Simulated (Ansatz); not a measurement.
CsBr. A set of calculations on one system.

Space group Pm-3m.

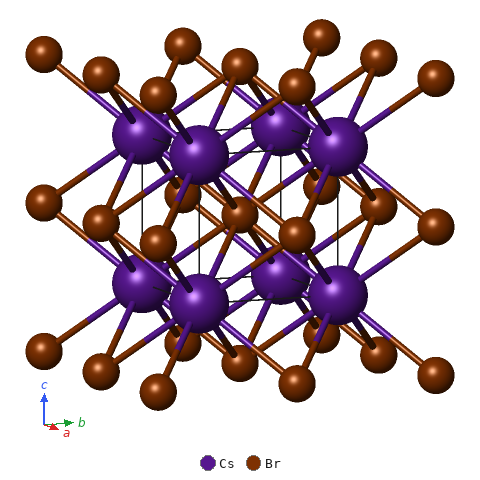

The conventional cell.

The calculation's input:

```
crystal:
  lattice:
    - [4.286, 0.0, 0.0]
    - [0.0, 4.286, 0.0]
    - [0.0, 0.0, 4.286]
  atoms:
    - { symbol: Cs, position: [0.0, 0.0, 0.0] }
    - { symbol: Br, position: [0.5, 0.5, 0.5] }
basis:
  ecutwfc: 420
  fft_grid_basis: typed
kpoints:
  mp_grid: { grid: [8, 8, 8] }
hamiltonian:
  xc: pbe
  pseudopotentials: { kind: paw }
scf:
  occupations: { method: gaussian, width: 0.05 }
output:
  forces: true
  stress: true
  eigenvalues: true
  bader: true
  write_density: true
  volumetric_format: npy
  elf: true
```

Run with:

```sh
ansatz run input.yaml --threads 1 --pin off --max-ram 2560MiB --backend cpu --events-out ev --progress --plain --runs-dir out
```

The picture shows the conventional cell (a = 4.29 Å, b = 4.29 Å, c = 4.29 Å, α = 90.00°, β = 90.00°, γ = 90.00°).

Computed with DFT PBE, scalar-relativistic, plane waves, PAW (Ansatz 0.2.0).

Core electrons are frozen (PAW), so the maps are meaningful between the atoms, not at the nuclei.

Part 1: Bonding charge

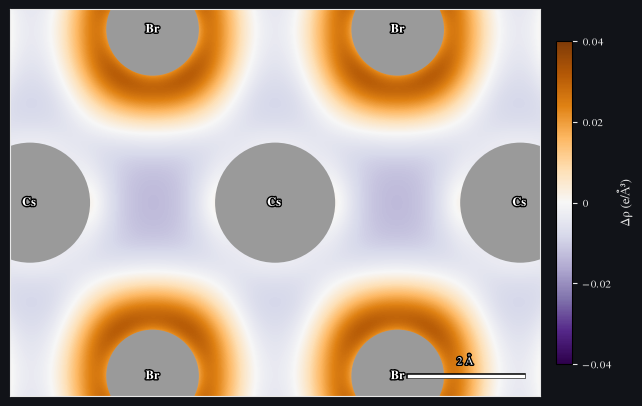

Bonding charge density, ρ(crystal) − Σ ρ(neutral atoms): a map on the (101) plane of the conventional cell, with grey discs over the atomic cores. Cores are masked to 1.0 Å (Cs) and 0.8 Å (Br).

**Read the map: where is density gained and where lost?**

Over the whole cell, outside the masked cores, the largest gain, 0.03 e/Å³, lies 1.0 Å from a bromine nucleus, and the largest loss, 0.013 e/Å³, lies 2.1 Å from a caesium nucleus. In all about 0.17 e an atom is rearranged against the free atoms. Bader charges: Cs +0.81 and Br −0.81 e.

Part 2: States by energy

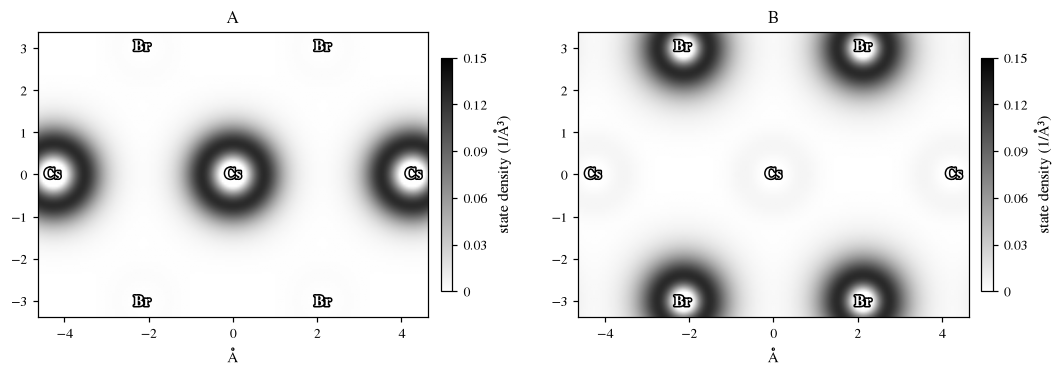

CsBr: densities of the states in two energy windows, on the (11̄0) plane of the conventional cell.

**Match the panels to the energy ranges (zero at the valence-band maximum): −7.0 to −6.2 eV and −1.4 to 0.0 eV.**

Panel A: −7.0 to −6.2 eV, a separate group of bands, mainly Cs 5p (over 95 %).
Panel B: −1.4 to 0.0 eV, the whole upper valence band, mainly Br 4p (95 %).
The characters are Löwdin shares on a minimal set of atomic orbitals.

Part 3: Doping

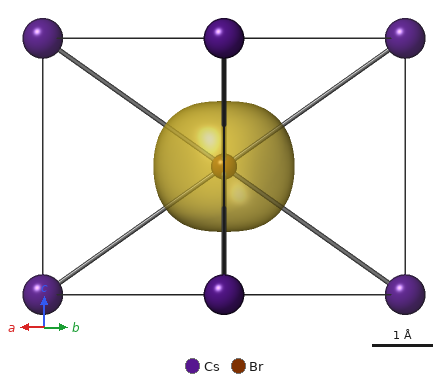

Where the hole sits when 0.25 electron is taken from the 2-atom cell of the calculation (uniform compensating background, atoms fixed); the change of density for each carrier, counted positive where the carrier is: yellow surfaces at +0.04, none at −0.04 1/Å³, in the conventional cell seen along [110] (the regions close to the nuclei are left out). Cores are masked to 1.0 Å (Cs) and 0.8 Å (Br).

**Where does the doped charge go?**

Summed over atomic cells sized by the Bader volumes, the hole divides as Br about 80 % and Cs about 20 %; the most favoured element is Br, which fills 55 % of the volume. Over the whole cell, outside the cores, it is densest 0.9 Å from a bromine nucleus. The counter-flow of charge adds up to under 0.1 e for each carrier. These are shares of the net change, screening included; the states that take the carrier can be more concentrated. This is very heavy doping, far beyond the dilute limit.

Part 4: Change of volume

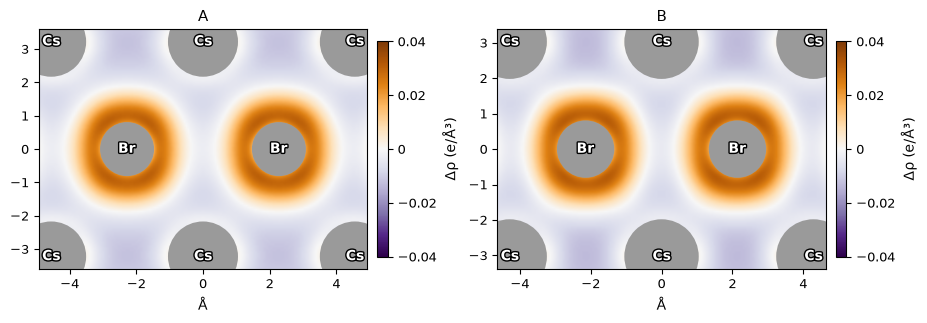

CsBr: deformation density on the (101̄) plane of the conventional cell at two volumes, with the same fractional coordinates and one colour scale. Grey discs cover the cores.

**How do the two volumes compare, and how does the bonding charge respond?**

A is the larger cell: A has 120 % of the volume of B.
- The pressure is 1.1 GPa in B and −1.0 GPa in A.
- Bader charges in B: Cs +0.81 and Br −0.81 e; in A: Cs +0.84 and Br −0.84 e.
- The rearranged charge is 0.17 e an atom in B and 0.19 e in A.

Part 5: Putting it together

Charge passes from Cs (Pauling electronegativity 0.79) to Br (2.96), the direction that the scale predicts; the Bader charges fall short of whole formal charges, as they usually do. The hole favours Br (80 % of it on 55 % of the volume), in line with the top of the valence band, which is mainly Br 4p. A carrier enters the states at the band edge, and screening then spreads part of it over the cell. The two pressures give a mean stiffness −ΔP/Δln V of about 11 GPa over this range, with the atoms held at their fractional positions.

Run times: 17 s (base cell), 4.8 s (state densities), 16 s (hole) and 17 s (scaled cell), on 1 thread of Arm Neoverse N1 (shared host).
